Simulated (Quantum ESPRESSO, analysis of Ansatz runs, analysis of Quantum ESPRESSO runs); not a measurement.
# Sb on a Ga site in GaAs: charge-transition level against experiment (Quantum ESPRESSO), part 3 of 4

How near does this set-up come to the measured charge-transition level? Subject: Sb on a Ga site in GaAs. Set-up: PBEsol, GBRV 1.5 PBEsol, 32-site cell, PBEsol lattice, k: the single point 1/4 1/4 1/4 then 2x2x2 shifted, dielectric constants 10.9 and 12.9 (handbook). The model is a cell of 32 host atoms with 1 Ga taken out and 1 Sb put in. The level is the Fermi energy at which two charge states have equal formation energy, after a correction for the images of the charge. A local or semilocal functional is the cheapest first rung.

Quantum ESPRESSO 7.5; PBEsol, GBRV 1.5 PBEsol, 32-site cell, PBEsol lattice, k: the single point 1/4 1/4 1/4 then 2x2x2 shifted, dielectric constants 10.9 and 12.9 (handbook).

So far: Starting point; Relaxation, charge +1; Single point, charge +1.

### Step 4. Relaxation, charge 0

Level of this step: Quantum ESPRESSO plane-wave DFT, PBEsol, GBRV 1.5 PBEsol potentials; relaxation of all atoms of a defect supercell (Quantum ESPRESSO).

Input file pw.in:

```
&CONTROL
  calculation = 'relax'
  prefix = 'pwscf'
  outdir = './tmp'
  pseudo_dir = './pseudo'
  tprnfor = .true.
  disk_io = 'low'
  nstep = 70
  forc_conv_thr = 0.00078
  etot_conv_thr = 0.0001
/
&SYSTEM
  ibrav = 0
  nat = 32
  ntyp = 3
  ecutwfc = 45
  ecutrho = 360
  nbnd = 194
  occupations = 'smearing'
  smearing = 'fd'
  degauss = 0.00073499
  nosym = .true.
/
&ELECTRONS
  conv_thr = 3d-08
  electron_maxstep = 100
  mixing_beta = 0.5
/
&IONS
  ion_dynamics = 'bfgs'
/
ATOMIC_SPECIES
Ga    69.7230 ga_pbesol_v1.4.uspp.F.UPF
Sb   121.7600 sb_pbesol_v1.4.uspp.F.UPF
As    74.9216 as_pbesol_v1.uspp.F.UPF
CELL_PARAMETERS angstrom
  -5.6543511318    5.6543511318   -5.6543511318
   5.6543511318    5.6543511318    5.6543511318
   5.6543511318   -5.6543511318   -5.6543511318
ATOMIC_POSITIONS crystal
Ga    -0.0021395120   -0.0006776384    0.0038438760
Ga     0.0003193919    0.2466573048    0.7528771967
[... 1 atom line left out ...]
Ga    -0.0044343653    0.7462999414    0.2439717395
[... 1 atom line left out ...]
Ga     0.2486403409    0.2483459531    0.4940976118
Sb     0.2551079813    0.4994808980    0.2520548277
Ga     0.2505913878    0.7551686090    0.0040936214
Ga     0.4955780232   -0.0022287500    0.5013925964
[... 6 atom lines left out ...]
Ga     0.7519128348    0.7533153867    0.5060646619
[... 2 atom lines left out ...]
As     0.0059549475    0.5018410544    0.2514691360
[... 2 atom lines left out ...]
As     0.2550061530    0.2512236411    0.2548876380
As     0.2439372572    0.4974539056   -0.0040318663
[... 4 atom lines left out ...]
As     0.4945010186    0.7483522840    0.4954208375
[... 3 atom lines left out ...]
As     0.7539493295    0.7477942067    0.2509447258
K_POINTS crystal
1
0.25 0.25 0.25 1.0
```

The run is started by

```console
$ OMP_NUM_THREADS=1 mpirun -n 4 pw.x -in pw.in > pw.out
```

The program printed:

```text
[banner, memory and clock lines left out]
          URL

     one sub-group per band group will be used

     bravais-lattice index     =            0
     lattice parameter (alat)  =      18.5073  a.u.
     unit-cell volume          =    4879.8325 (a.u.)^3
     number of atoms/cell      =           32
     number of atomic types    =            3
     number of electrons       =       380.00
     number of Kohn-Sham states=          194
     kinetic-energy cutoff     =      45.0000  Ry
     charge density cutoff     =     360.0000  Ry
     scf convergence threshold =      3.0E-08
     mixing beta               =       0.5000
     number of iterations used =            8  plain     mixing
     energy convergence thresh.=      1.0E-04
     force convergence thresh. =      7.8E-04
     Exchange-correlation= SLA  PW   PSX  PSC
                           (   1   4  10   8   0   0   0)
     nstep                     =           70

     celldm(1)=  18.507266  celldm(2)=   0.000000  celldm(3)=   0.000000
     celldm(4)=   0.000000  celldm(5)=   0.000000  celldm(6)=   0.000000

     crystal axes: (cart. coord. in units of alat)
               a(1) = (  -0.577350   0.577350  -0.577350 )
               a(2) = (   0.577350   0.577350   0.577350 )
               a(3) = (   0.577350  -0.577350  -0.577350 )

     reciprocal axes: (cart. coord. in units 2 pi/alat)
               b(1) = (  0.000000  0.866025 -0.866025 )
               b(2) = (  0.866025  0.866025 -0.000000 )
               b(3) = (  0.866025  0.000000 -0.866025 )

     PseudoPot. # 1 for Ga read from file:
     ga_pbesol_v1.4.uspp.F.UPF
     Pseudo is Ultrasoft + core correction, Zval = 19.0
     Generated by new atomic code, or converted to UPF format
     Using radial grid of  871 points,  6 beta functions with:
                l(1) =   0
                l(2) =   0
                l(3) =   1
                l(4) =   1
                l(5) =   2
                l(6) =   2
     Q(r) pseudized with  8 coefficients,  rinner =    1.250   1.250   1.250
                                                       1.250   1.250

     PseudoPot. # 2 for Sb read from file:
     sb_pbesol_v1.4.uspp.F.UPF
     Pseudo is Ultrasoft + core correction, Zval = 15.0
     Generated by new atomic code, or converted to UPF format
     Using radial grid of  891 points,  6 beta functions with:
                l(1) =   0
                l(2) =   0
                l(3) =   1
                l(4) =   1
                l(5) =   2
                l(6) =   2
     Q(r) pseudized with  8 coefficients,  rinner =    1.350   1.350   1.350
                                                       1.350   1.350

     PseudoPot. # 3 for As read from file:
     as_pbesol_v1.uspp.F.UPF
     Pseudo is Ultrasoft + core correction, Zval =  5.0
     Generated by new atomic code, or converted to UPF format
     Using radial grid of  875 points,  6 beta functions with:
                l(1) =   0
                l(2) =   0
                l(3) =   1
                l(4) =   1
                l(5) =   2
                l(6) =   2
     Q(r) pseudized with  8 coefficients,  rinner =    1.300   1.300   1.300
                                                       1.300   1.300

     atomic species   valence    mass     pseudopotential
     Ga               19.00    69.72300     Ga( 1.00)
     Sb               15.00   121.76000     Sb( 1.00)
     As                5.00    74.92160     As( 1.00)

     No symmetry found

   Cartesian axes

     site n.     atom                  positions (alat units)
         1        Ga     tau(   1) = (   0.0030633  -0.0038457  -0.0013752  )
         2        Ga     tau(   2) = (   0.5768971  -0.2920818  -0.2924506  )
         3        Ga     tau(   3) = (   0.5805422  -0.0021153   0.0033767  )
         4        Ga     tau(   4) = (   0.5742938   0.2874591   0.2925795  )
         5        Ga     tau(   5) = (   0.2918415  -0.2914820  -0.5744936  )
         6        Ga     tau(   6) = (   0.2850974   0.0016678  -0.2854374  )
         7        Sb     tau(   7) = (   0.2866127   0.2901382  -0.0044352  )
         8        Ga     tau(   8) = (   0.2936812   0.5783124   0.2889543  )
         9        Ga     tau(   9) = (   0.0020703  -0.0046438  -0.5768880  )
        10        Ga     tau(  10) = (  -0.0034160   0.2852382  -0.2902824  )
        11        Ga     tau(  11) = (  -0.0020306   0.5777872  -0.0046638  )
        12        Ga     tau(  12) = (   0.5783975   0.2920349  -0.2923738  )
        13        Ga     tau(  13) = (  -0.2863404   0.2930907  -0.5762935  )
        14        Ga     tau(  14) = (  -0.2846550   0.5743533  -0.2877151  )
        15        Ga     tau(  15) = (   0.2919090   0.2854690  -0.5796584  )
        16        Ga     tau(  16) = (   0.2929863   0.5768674  -0.2913668  )
        17        As     tau(  17) = (   0.4291972  -0.4329535  -0.4364043  )
        18        As     tau(  18) = (   0.4351232  -0.1470795  -0.1405835  )
        19        As     tau(  19) = (   0.4314858   0.1479904   0.1411142  )
        20        As     tau(  20) = (   0.4315534   0.4345411   0.4376602  )
        21        As     tau(  21) = (   0.1418068  -0.1409508  -0.4301509  )
        22        As     tau(  22) = (   0.1449756   0.1451125  -0.1493433  )
        23        As     tau(  23) = (   0.1440401   0.4303702   0.1486957  )
        24        As     tau(  24) = (   0.7194841   0.1414731  -0.1407316  )
        25        As     tau(  25) = (  -0.1395995   0.1428248  -0.4318609  )
        26        As     tau(  26) = (  -0.1405004   0.4311991  -0.1415000  )
        27        As     tau(  27) = (   0.4283642   0.1425047  -0.4319654  )
        28        As     tau(  28) = (   0.4325925   0.4315303  -0.1394703  )
        29        As     tau(  29) = (  -0.4312060   0.4369448  -0.4303036  )
        30        As     tau(  30) = (   0.1473069   0.1481817  -0.7201162  )
        31        As     tau(  31) = (   0.1480262   0.4364015  -0.4339998  )
        32        As     tau(  32) = (   0.1413293   0.7221490  -0.1484367  )

     number of k points=     1  Fermi-Dirac smearing, width (Ry)=  0.0007
                       cart. coord. in units 2pi/alat
        k(    1) = (   0.4330127   0.4330127  -0.4330127), wk =   2.0000000

     Dense  grid:   562645 G-vectors     FFT dimensions: ( 120, 120, 120)

     Smooth grid:   199125 G-vectors     FFT dimensions: (  80,  80,  80)

     Initial potential from superposition of free atoms

     starting charge     363.9963, renormalised to     380.0000
     Starting wfcs are  253 randomized atomic wfcs

     Self-consistent Calculation

[...]
atom    1 type  1   force =    -0.00005448   -0.00036575   -0.00016583
     atom    2 type  1   force =     0.00039085   -0.00008660   -0.00035113
     atom    3 type  1   force =     0.00003355    0.00005530    0.00025071
     atom    4 type  1   force =     0.00024941   -0.00036370    0.00025228
     atom    5 type  1   force =     0.00089505   -0.00026260    0.00028175
     atom    6 type  1   force =    -0.00086657    0.00077015   -0.00010123
     atom    7 type  2   force =     0.00072405   -0.00007590    0.00019046
     atom    8 type  1   force =     0.00017072   -0.00014978   -0.00056755
     atom    9 type  1   force =    -0.00048586   -0.00056271    0.00001408
     atom   10 type  1   force =    -0.00008425   -0.00048358    0.00049749
     atom   11 type  1   force =    -0.00032622    0.00005987   -0.00065780
     atom   12 type  1   force =     0.00035524    0.00033769   -0.00002897
     atom   13 type  1   force =     0.00039835    0.00058598    0.00012598
     atom   14 type  1   force =    -0.00046203   -0.00026318   -0.00045823
     atom   15 type  1   force =     0.00043025   -0.00026552   -0.00063299
     atom   16 type  1   force =     0.00006518   -0.00021146   -0.00043426
[...]
Total force =     0.003740     Total SCF correction =     0.000078
     Energy error            =      5.6E-05 Ry
     Gradient error          =      9.0E-04 Ry/Bohr

     number of scf cycles    =  14
     number of bfgs steps    =  13

     energy             old  =   -7049.5961914060 Ry
     energy             new  =   -7049.5962474227 Ry

     CASE: energy            _new < energy            _old

     new trust radius        =       0.0031406477 bohr
     new conv_thr            =       0.0000000003 Ry

ATOMIC_POSITIONS (crystal)
Ga              -0.0040787855       -0.0083055934       -0.0028547043
Ga              -0.0038904301        0.2469087978        0.7415007294
Ga              -0.0056458267        0.5006643843        0.5037244515
Ga              -0.0055051569        0.7529997694        0.2500194064
Ga               0.2496171134       -0.0000231303        0.7500626644
Ga               0.2489762360        0.2451883160        0.5039786659
Sb               0.2506793381        0.4993037110        0.2496924742
Ga               0.2491109897        0.7540271873       -0.0053086075
Ga               0.5045517185        0.0092598189        0.5059631854
Ga               0.5029424321        0.2441276783        0.2502679753
Ga               0.5022887139        0.5003510594       -0.0051941436
Ga               0.5051008769        0.7554010802        0.7590058983
Ga               0.7496256951       -0.0004474882        0.2500878260
Ga               0.7409454579        0.2476696004       -0.0024845495
Ga               0.7493061542        0.4997235484        0.7493607287
Ga               0.7580272071        0.7561734869        0.5057625830
[...]
NEW-OLD atomic charge density approx. for the potential

     Self-consistent Calculation

     iteration #  1     ecut=    45.00 Ry     beta= 0.50
     Davidson diagonalization with overlap
     ethr =  1.00E-06,  avg # of iterations =  4.0

     Threshold (ethr) on eigenvalues was too large:
     Diagonalizing with lowered threshold

     Davidson diagonalization with overlap
     ethr =  1.06E-09,  avg # of iterations =  9.0

     total energy              =   -7049.59626399 Ry
     estimated scf accuracy    <       0.00000509 Ry

     iteration #  2     ecut=    45.00 Ry     beta= 0.50
     Davidson diagonalization with overlap
     ethr =  1.34E-09,  avg # of iterations =  7.0

     total energy              =   -7049.59626487 Ry
     estimated scf accuracy    <       0.00000525 Ry

     iteration #  3     ecut=    45.00 Ry     beta= 0.50
     Davidson diagonalization with overlap
     ethr =  1.34E-09,  avg # of iterations =  6.0

     total energy              =   -7049.59626579 Ry
     estimated scf accuracy    <       0.00000017 Ry

     iteration #  4     ecut=    45.00 Ry     beta= 0.50
     Davidson diagonalization with overlap
     ethr =  4.53E-11,  avg # of iterations =  6.0

     total energy              =   -7049.59626582 Ry
     estimated scf accuracy    <       0.00000009 Ry

     iteration #  5     ecut=    45.00 Ry     beta= 0.50
     Davidson diagonalization with overlap
     ethr =  2.26E-11,  avg # of iterations =  5.0

     total energy              =   -7049.59626584 Ry
     estimated scf accuracy    <       0.00000001 Ry

     iteration #  6     ecut=    45.00 Ry     beta= 0.50
     Davidson diagonalization with overlap
     ethr =  3.27E-12,  avg # of iterations =  5.0

     total energy              =   -7049.59626584 Ry
     estimated scf accuracy    <          6.8E-10 Ry

     iteration #  7     ecut=    45.00 Ry     beta= 0.50
     Davidson diagonalization with overlap
     ethr =  1.78E-13,  avg # of iterations =  7.0

     End of self-consistent calculation

          k = 0.4330 0.4330-0.4330 ( 24868 PWs)   bands (ev):

[...]
-4.7650  -3.4919  -3.4336  -3.4315  -3.4296  -3.3486  -3.3479  -3.3314
    -3.3304  -3.3287  -3.3251  -3.3209  -3.3188  -0.8827   0.9529   0.9543
     0.9556   0.9604   0.9610   1.0036   1.0050   1.0057   1.0865   1.0902
     1.0923   2.9429   3.1492   3.1520   3.1536   3.7960   3.7980   3.7994
     3.9453   3.9800   3.9803   3.9813   4.0782   4.0795   4.0798   4.0949
     4.0960   5.1212   5.1239   5.1256   5.2136   5.2164   5.2173   5.2185
     5.2216   5.2231   5.3613   5.3626   5.3650   6.5807   6.5828   6.5840
     6.6198   6.6207   6.6559   6.6566   6.6575   7.8513   8.6453   8.6476
     8.6489   9.0295

     the Fermi energy is     8.3793 ev

!    total energy              =   -7049.59626584 Ry
     estimated scf accuracy    <          2.4E-10 Ry
     smearing contrib. (-TS)   =      -0.00000000 Ry
     internal energy E=F+TS    =   -7049.59626584 Ry

     The total energy is F=E-TS. E is the sum of the following terms:
     one-electron contribution =   -6220.62591499 Ry
     hartree contribution      =    3239.25694489 Ry
     xc contribution           =   -1264.97720031 Ry
     ewald contribution        =   -2803.25009543 Ry

     convergence has been achieved in   7 iterations

     Forces acting on atoms (cartesian axes, Ry/au):

[...]
atom   25 type  3   force =     0.00019911    0.00016318    0.00029236
     atom   26 type  3   force =    -0.00012231   -0.00005044   -0.00016622
     atom   27 type  3   force =    -0.00010304   -0.00004237   -0.00001656
     atom   28 type  3   force =    -0.00022223    0.00014244    0.00026160
     atom   29 type  3   force =    -0.00005745    0.00003431    0.00020099
     atom   30 type  3   force =    -0.00013944   -0.00003631    0.00010898
     atom   31 type  3   force =    -0.00002014    0.00011033   -0.00054549
     atom   32 type  3   force =     0.00005969    0.00006966   -0.00011639

     Total force =     0.002168     Total SCF correction =     0.000174
     Energy error            =      1.8E-05 Ry
     Gradient error          =      6.1E-04 Ry/Bohr

     bfgs converged in  15 scf cycles and  14 bfgs steps
     (criteria: energy <  1.0E-04 Ry, force <  7.8E-04 Ry/Bohr)

     End of BFGS Geometry Optimization

     Final energy             =   -7049.5962658411 Ry

     File ./tmp/pwscf.bfgs deleted, as requested
Begin final coordinates

ATOMIC_POSITIONS (crystal)
[...]
As               0.5011084672       -0.0047315397        0.2504268173
As               0.4934377672        0.2489973526       -0.0010283867
As               0.5010174866        0.5001151767        0.7459249935
As               0.5252198753        0.7765133738        0.5264613450
As               0.7537262692        0.0048917088        0.0061430911
As               0.7539129229        0.2560524719        0.7548567014
As               0.7448487783        0.5003694608        0.5010061545
As               0.7453564688        0.7511136423        0.2501365213
End final coordinates
```

Run time: 26 min. Hardware: 4 MPI ranks of Arm Neoverse V1, shared host; peak memory 2.8 GiB; 1.7 h of CPU time.

The steps of the relaxation:

```csv
step,energy less that of the first step (eV)
0,0.0000
1,-0.7899
2,-1.3956
3,-1.7010
4,-1.7478
5,-1.7947
6,-1.8121
7,-1.8179
8,-1.8224
9,-1.8256
10,-1.8287
11,-1.8308
12,-1.8324
13,-1.8332
14,-1.8334
```

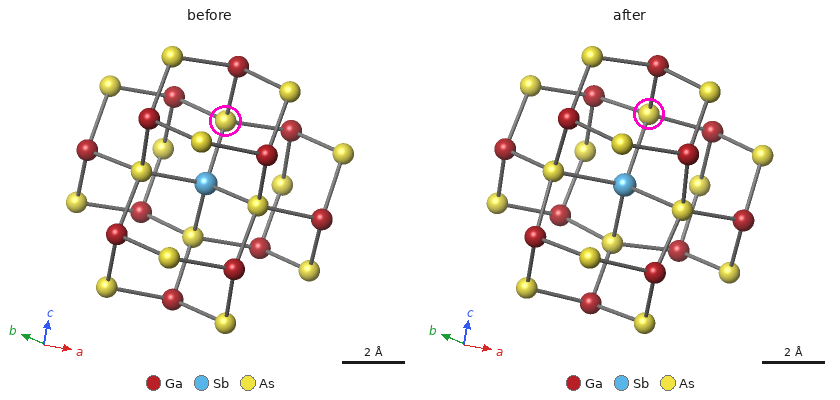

Before and after: the atoms that start within 5 Å of the centre. As28, which moves most, is ringed if it is among them.

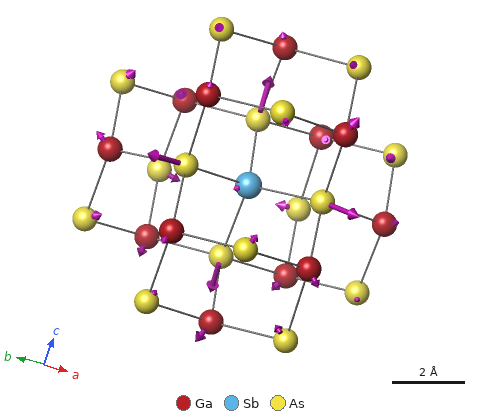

Displacements in the relaxation near the centre, exaggerated; the longest in the cell stands for 0.29 Å.

The atoms that moved most (Å):

```csv
atom,dx,dy,dz,length
As28,0.161,0.157,-0.190,0.295
As19,0.159,-0.176,0.169,0.292
As23,-0.138,0.175,0.117,0.252
As22,-0.154,-0.166,-0.106,0.250
Ga6,0.036,-0.072,-0.076,0.110
Ga2,-0.039,0.042,0.090,0.106
Ga9,0.040,0.090,-0.012,0.099
As32,0.063,-0.025,0.072,0.099
```

Final coordinates:

```xyz
32
Lattice="-5.6544 5.6544 -5.6544 5.6544 5.6544 5.6544 5.6544 -5.6544 -5.6544" Properties=species:S:1:pos:R:3 pbc="T T T"
Ga   -0.0400   -0.0539   -0.0078
Ga    5.6108   -2.8186   -2.7746
Ga    5.7111   -0.0492    0.0146
Ga    5.7026    2.8129    2.8752
Ga    2.8296   -2.8298   -5.6527
Ga    2.8283   -0.0555   -2.8711
Sb    2.8177    2.8288   -0.0060
Ga    2.8250    5.7021    2.8850
Ga    0.0603    0.0444   -5.6614
Ga   -0.0483    2.8091   -2.8785
Ga   -0.0403    5.6986    0.0184
Ga    5.7070    2.8356   -2.8764
Ga   -2.8271    2.8220   -5.6553
Ga   -2.8032    5.6040   -2.7751
Ga    2.8259    2.8253   -5.6484
Ga    2.8493    5.7021   -2.8702
As    4.2648   -4.2104   -4.2737
As    4.2162   -1.4021   -1.3741
As    4.3848    1.2730    1.5512
As    4.2126    4.2040    4.2317
As    1.4055   -1.4498   -4.2664
As    1.2662    1.2549   -1.5681
As    1.2725    4.3899    1.5733
As    7.0557    1.4459   -1.3802
As   -1.4442    1.3907   -4.2762
As   -1.3880    4.2038   -1.3763
As    4.2126    1.4430   -4.2228
As    4.3977    4.3837   -1.5559
As   -4.1994    4.2548   -4.2689
As    1.4531    1.4425   -7.0833
As    1.4505    4.2080   -4.2152
As    1.4469    7.0472   -1.3818
```

Neighbours of Sb7 at the end:

```csv
atom,distance (Å)
As19,2.702
As28,2.705
As23,2.705
As22,2.706
Ga11,4.050
Ga16,4.057
Ga10,4.058
Ga1,4.059
Ga2,4.064
Ga6,4.065
Ga12,4.073
Ga8,4.076
Ga14,4.076
Ga4,4.077
Ga9,4.078
Ga3,4.081
```

First to last step the energy falls by 1.833 eV; the largest move, 0.29 Å, is that of As28 and 1 other atom alike. Judged within 0.08 Å, the space group went from P1 to I-43m.

[end of part 3 of 4]

[Logs are printed without paths, hosts, clocks, repeated set-up lines and the standing remarks that a program may print on its own settings, such as how far it seeks lower states.]

[Hosts, paths, dates, database ids (printed as entryN), source tags and the programs' standing remarks are cut or masked in the printed files.]

[For some hosts the program warned that the k-mesh of the response run may be too coarse for force constants and the static dielectric constant; such warnings are not shown here.]
